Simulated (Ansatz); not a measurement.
# Geometry relaxation of NiSi (part 2 of 2)

The same run, continued: NiSi (8 atoms in the cell); DFT, PBE, plane waves, PAW, no spin polarisation (Ansatz 0.2.0); cutoff 420 eV, 8×10×6 k-mesh, Gaussian smearing of 0.1 eV. The structure derives from an entry of the Crystallography Open Database.

Geometry of the input (Å; fractional positions):
```
5.1020  0.0000  0.0000
0.0000  3.3414  0.0000
0.0000  0.0000  5.5629
Si 0.3212  0.7500  0.0841
Si 0.1788  0.2500  0.5841
Si 0.8212  0.7500  0.4159
Si 0.6788  0.2500  0.9159
Ni 0.0082  0.2500  0.1885
Ni 0.4918  0.7500  0.6885
Ni 0.5082  0.2500  0.3115
Ni 0.9918  0.7500  0.8115
```

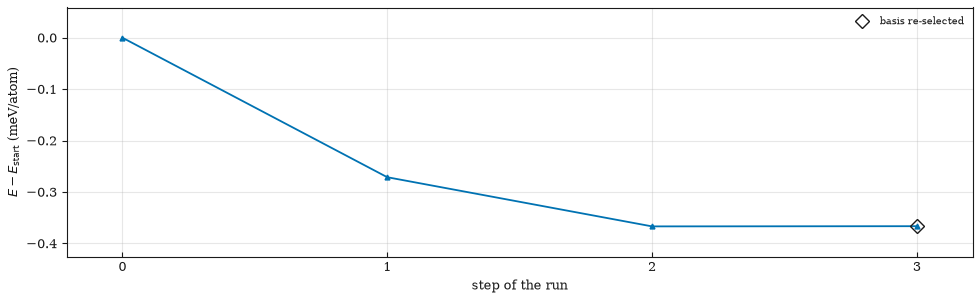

Fig. 1: Progress of the relaxation, step by step (the first geometry is step 0 here and step 1 in the log). Over 2 geometry steps the energy falls by 0.4 meV per atom. Largest force component: 0.067 eV/Å at the start, 0.0047 eV/Å at the end. The pressure goes from 5.74 to 5.42 GPa. The largest moves relative to the cell, 0.011 Å, are those of Ni5, Ni6, Ni7 and Ni8. Largest moves by element: Ni 0.011 Å, Si 0.010 Å. Among the contacts that change: Si1–Ni8 2.264 → 2.270 Å. The space group stays Pnma (No. 62). A last SCF at the same geometry on a re-selected plane-wave basis shifts the energy by +0.0 meV per atom. (Atoms are counted from 1 in the order of the input.)

```
basis re-selected at this cell: Δ(F+E_penalty+E_count) = +3.784e-6 eV, ΔP = -0.000 GPa vs the last step (what re-selecting the basis moved, of the pressure what is left beyond the Pulay correction that the steps carried, after the strain that the cell walked since its last selection, with what the two solves' SCF thresholds leave and, on support functions, any second-order correction that the steps lacked; it is no measure of the basis error at this ecutwfc). This SCF's stress stands 2.32e-2 GPa from its target on what of the cell is left free (relax.cell.stress_tol is 1.00e-1 GPa) and its largest allowed force component is 4.66e-3 eV/Å (relax.f_tol is 1.00e-2 eV/Å): within both
SCF converged after 8 iterations
Free energy (F): -25906.113866 eV
Harris-Foulkes:  -25906.113866 eV  (|F-HF|=3.64e-12)
Internal energy: -25906.106408 eV  (E = F + TS)
E sigma→0 (E₀):  -25906.110137 eV
Entropy (-TS):   -0.007457 eV (-0.932 meV/atom)
Fermi energy:    15.122896 eV
--- Per-component energies (eV) ---
  E_band       = -1274.547316
  E_kinetic    = 1314.242643
  E_local      = -17734.258061  (includes V_loc(G=0)·N_el)
  E_nonlocal   = 2635.495709
  E_hartree    = 7628.681948
  E_xc         = -571.189838
  E_vxc        = -639.653070  (∫ρ·V_xc dr)
  E_paw        = -8567.514052  (= ΣΔE_a)
  E_vpaw       = -2107.740626  (= ΣTr[D̂ρ^β])
  E_aug_tail   = 0.002152  (compensation charges beyond the density's cutoff)
  E_ewald      = -10611.566909
  E_smearing   = -0.007457  (= −TS)
  E_closure    = 0.000000  (closes the sum)
  Σ components = -25906.113866   (vs F -25906.113866, Δ=0.00e0)
--- Forces (eV/Å), atoms counted from 1 ---
  atom   1  Si     0.00142817     0.00000000     0.00465553
  atom   2  Si    -0.00142817    -0.00000000     0.00465553
  atom   3  Si     0.00142817     0.00000000    -0.00465553
  atom   4  Si    -0.00142817    -0.00000000    -0.00465553
  atom   5  Ni     0.00029575     0.00000000     0.00316770
  atom   6  Ni    -0.00029575     0.00000000     0.00316770
  atom   7  Ni     0.00029575    -0.00000000    -0.00316770
  atom   8  Ni    -0.00029575    -0.00000000    -0.00316770
  max |Σ_I F_I| component: 6.94e-18 eV/Å
--- Stress (GPa, compression-positive) ---
        5.403065      -0.000000      -0.000000
       -0.000000       5.405541      -0.000000
       -0.000000      -0.000000       5.439167
  P = ⅓ Tr σ = 5.4159 GPa (54.159 kbar)
--- Band table (eV; the first three rows and the last of 120) ---
  k-point 0: bands = ["-88.8553", "-88.8510", "-88.8503", "-88.8461", "-49.3175", "-49.3124", "-49.2930", "-49.2826", "-49.2569", "-49.2553", "-49.2426", "-49.2371", "-49.2241", "-49.2186", "-49.2081", "-49.2043", "1.9058", "5.3415", "6.6102", "7.2418", "8.4705", "8.9866", "10.6062", "10.9938", "11.0676", "11.1445", "11.1599", "11.1969", "11.4167", "11.6853", "11.9636", "12.0326", "12.2165", "12.4051", "12.6452", "12.7604", "12.8453", "12.9165", "12.9912", "13.1260", "13.3021", "13.8754", "13.9770", "14.1797", "15.7445", "16.4709", "18.4214", "19.0132", "19.1664", "19.7399", "20.0484", "21.2805", "21.4197"]
  k-point 1: bands = ["-88.8551", "-88.8519", "-88.8494", "-88.8462", "-49.3172", "-49.3128", "-49.2923", "-49.2833", "-49.2568", "-49.2554", "-49.2423", "-49.2376", "-49.2236", "-49.2189", "-49.2079", "-49.2046", "2.0352", "4.7701", "6.9924", "7.3020", "8.4057", "9.3579", "10.2491", "10.9235", "11.0026", "11.0385", "11.0972", "11.4174", "11.4330", "11.7399", "11.9701", "11.9722", "12.3430", "12.4625", "12.6334", "12.6711", "12.6887", "12.8831", "12.9210", "13.1139", "13.4979", "13.8536", "14.1560", "14.3108", "15.9592", "16.8247", "17.9109", "19.1630", "19.2317", "19.3576", "19.6140", "21.2796", "21.5972"]
  k-point 2: bands = ["-88.8547", "-88.8530", "-88.8483", "-88.8467", "-49.3163", "-49.3137", "-49.2904", "-49.2852", "-49.2564", "-49.2556", "-49.2415", "-49.2388", "-49.2224", "-49.2197", "-49.2071", "-49.2053", "2.4184", "3.8570", "7.4676", "7.5161", "8.2717", "9.3753", "10.0854", "10.7473", "11.0824", "11.1482", "11.1702", "11.4219", "11.6612", "11.8657", "11.8767", "12.0135", "12.2623", "12.2744", "12.4721", "12.5371", "12.6967", "12.9128", "13.0677", "13.1170", "13.5571", "13.7157", "14.3042", "15.1037", "15.8965", "16.9946", "17.6393", "18.5236", "19.2869", "19.4368", "20.0292", "21.2196", "21.4468"]
  k-point 119: bands = ["-88.8506", "-88.8506", "-88.8506", "-88.8506", "-49.3034", "-49.3034", "-49.3034", "-49.3034", "-49.2352", "-49.2352", "-49.2352", "-49.2352", "-49.2274", "-49.2274", "-49.2274", "-49.2274", "6.3744", "6.3744", "6.3744", "6.3744", "8.4675", "8.4675", "8.4675", "8.4675", "11.3292", "11.3292", "11.3292", "11.3292", "11.7631", "11.7631", "11.7631", "11.7631", "12.4635", "12.4635", "12.4635", "12.4635", "12.8958", "12.8958", "12.8958", "12.8958", "13.1965", "13.1965", "13.1965", "13.1965", "17.7428", "17.7428", "17.7428", "17.7428", "18.7001", "18.7001", "18.7001", "18.7001", "21.1476"]
--- Relaxed structure (3 steps of the walk, 3 accepted, 1 SCFs on fresh bases) ---
  F+E_penalty+E_count = -25906.11386551 eV   max|allowed force component| = 4.656e-3 eV/Å   (the final SCF, on the basis selected at the relaxed cell)
  cell:  # Å, volume = 94.8363 Å³
    - [5.103956842140275, 0.0, 0.0]
    - [0.0, 3.349908106802917, 0.0]
    - [0.0, 0.0, 5.546698744164528]
  atoms:
    - { symbol: Si, position: [0.3227203287604818, 0.7499999999999999, 0.0851804111001953] }
    - { symbol: Si, position: [0.17727967123951827, 0.24999999999999997, 0.5851804111001954] }
    - { symbol: Si, position: [0.8227203287604818, 0.7499999999999999, 0.4148195888998047] }
    - { symbol: Si, position: [0.6772796712395183, 0.24999999999999997, 0.9148195888998047] }
    - { symbol: Ni, position: [0.009555386548943534, 0.24999999999999997, 0.18696377208390869] }
    - { symbol: Ni, position: [0.49044461345105644, 0.7499999999999999, 0.6869637720839088] }
    - { symbol: Ni, position: [0.5095553865489436, 0.24999999999999997, 0.3130362279160914] }
    - { symbol: Ni, position: [0.9904446134510566, 0.7499999999999999, 0.8130362279160913] }
```

Trajectory as extended XYZ (Å, eV, eV/Å), 4 frames, from step=1 to step=4
```
8
Lattice="5.1020 0.0000 0.0000 0.0000 3.3414 0.0000 0.0000 0.0000 5.5629" Properties=species:S:1:pos:R:3:forces:R:3 step=1 energy=-25906.11093 pressure_GPa=5.74
Si    1.6390    2.5060    0.4677    0.0423   0.0000   0.0299
Si    0.9120    0.8353    3.2492   -0.0423   0.0000   0.0299
Si    4.1900    2.5060    2.3138    0.0423   0.0000  -0.0299
Si    3.4630    0.8353    5.0952   -0.0423   0.0000  -0.0299
Ni    0.0419    0.8353    1.0485    0.0547   0.0000  -0.0673
Ni    2.5091    2.5060    3.8300   -0.0547   0.0000  -0.0673
Ni    2.5929    0.8353    1.7329    0.0547   0.0000   0.0673
Ni    5.0601    2.5060    4.5144   -0.0547   0.0000   0.0673
8
Lattice="5.1022 0.0000 0.0000 0.0000 3.3457 0.0000 0.0000 0.0000 5.5555" Properties=species:S:1:pos:R:3:forces:R:3 step=2 energy=-25906.11310 pressure_GPa=5.58
Si    1.6429    2.5093    0.4697    0.0228   0.0000   0.0215
Si    0.9082    0.8364    3.2475   -0.0228   0.0000   0.0215
Si    4.1940    2.5093    2.3080    0.0228   0.0000  -0.0215
Si    3.4593    0.8364    5.0858   -0.0228   0.0000  -0.0215
Ni    0.0452    0.8364    1.0427    0.0287   0.0000  -0.0285
Ni    2.5059    2.5093    3.8205   -0.0287   0.0000  -0.0285
Ni    2.5964    0.8364    1.7350    0.0287   0.0000   0.0285
Ni    5.0570    2.5093    4.5128   -0.0287   0.0000   0.0285
8
Lattice="5.1040 0.0000 0.0000 0.0000 3.3499 0.0000 0.0000 0.0000 5.5467" Properties=species:S:1:pos:R:3:forces:R:3 step=3 energy=-25906.11387 pressure_GPa=5.42
Si    1.6472    2.5124    0.4725    0.0014   0.0000   0.0046
Si    0.9048    0.8375    3.2458   -0.0014   0.0000   0.0046
Si    4.1991    2.5124    2.3009    0.0014   0.0000  -0.0046
Si    3.4568    0.8375    5.0742   -0.0014   0.0000  -0.0046
Ni    0.0488    0.8375    1.0370    0.0003   0.0000   0.0031
Ni    2.5032    2.5124    3.8104   -0.0003   0.0000   0.0031
Ni    2.6007    0.8375    1.7363    0.0003   0.0000  -0.0031
Ni    5.0552    2.5124    4.5097   -0.0003   0.0000  -0.0031
8
Lattice="5.1040 0.0000 0.0000 0.0000 3.3499 0.0000 0.0000 0.0000 5.5467" Properties=species:S:1:pos:R:3:forces:R:3 step=4 energy=-25906.11387 pressure_GPa=5.42
Si    1.6472    2.5124    0.4725    0.0014   0.0000   0.0047
Si    0.9048    0.8375    3.2458   -0.0014   0.0000   0.0047
Si    4.1991    2.5124    2.3009    0.0014   0.0000  -0.0047
Si    3.4568    0.8375    5.0742   -0.0014   0.0000  -0.0047
Ni    0.0488    0.8375    1.0370    0.0003   0.0000   0.0032
Ni    2.5032    2.5124    3.8104   -0.0003   0.0000   0.0032
Ni    2.6007    0.8375    1.7363    0.0003   0.0000  -0.0032
Ni    5.0552    2.5124    4.5097   -0.0003   0.0000  -0.0032
```

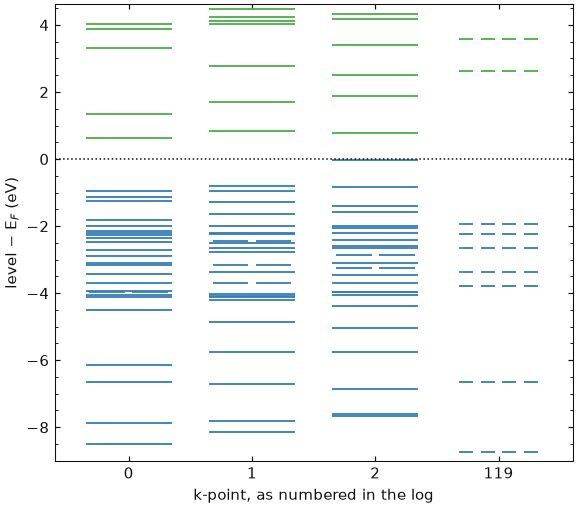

Fig. 2: Kohn–Sham levels near the Fermi level (dotted) at the few k-points that the log prints; levels within 0.02 eV of each other stand side by side. The system is metallic on the full mesh.
